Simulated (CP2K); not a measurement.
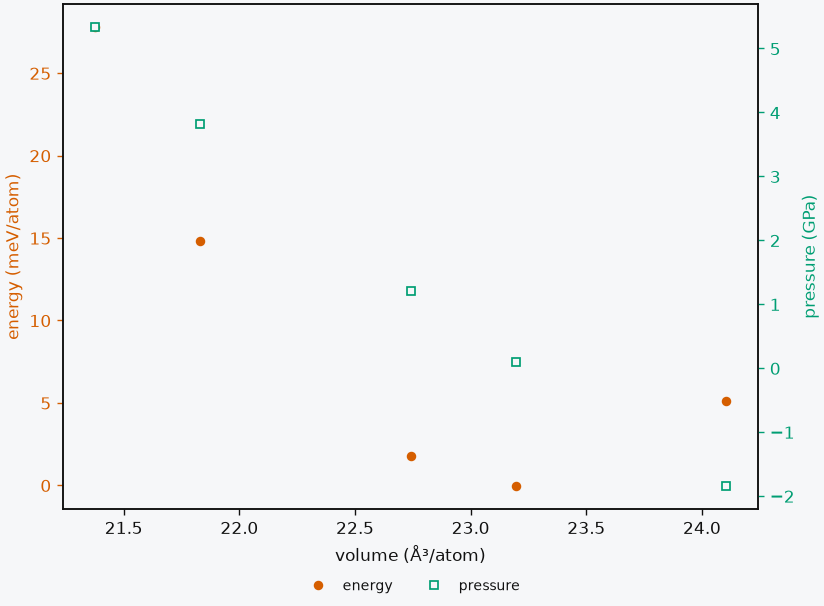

The picture above shows the energy and pressure against volume for MgS, space group F-43m (No. 216).

Cell as given: a = 4.007 Å, b = 4.007 Å, c = 4.007 Å, α = 60.00°, β = 60.00°, γ = 60.00°; 2 atoms.

Calculation (CP2K 2026.2): DFT in Gaussian orbitals with a plane-wave density, no spin polarisation; energies at scaled volumes of the given cell, shape and fractions fixed, counted from the fit's minimum, third-order Birch-Murnaghan fit. Level: PBEsol.

- k mesh: 8×8×8
- occupations: Fermi–Dirac
- smearing width: 0.05 eV
- potentials: GTH PBE with UZH TZVP basis
- density cutoff: 19050 eV
- program settings: ngrids 5, basis sets S TZVP-MOLOPT-PBE-GTH-q6, basis sets Mg TZVP-MOLOPT-PBE-GTH-q10, cutoff ry 1400 Ry, rel cutoff ry 60 Ry

The points at volume 22.29 Å³/atom and 23.65 Å³/atom are left out of the plot. What values does the calculation give there?

```tsv
volume (Å³/atom)	energy (meV/atom)	pressure (GPa)
22.29	5.95	2.45
23.65	1.18	-0.92
```
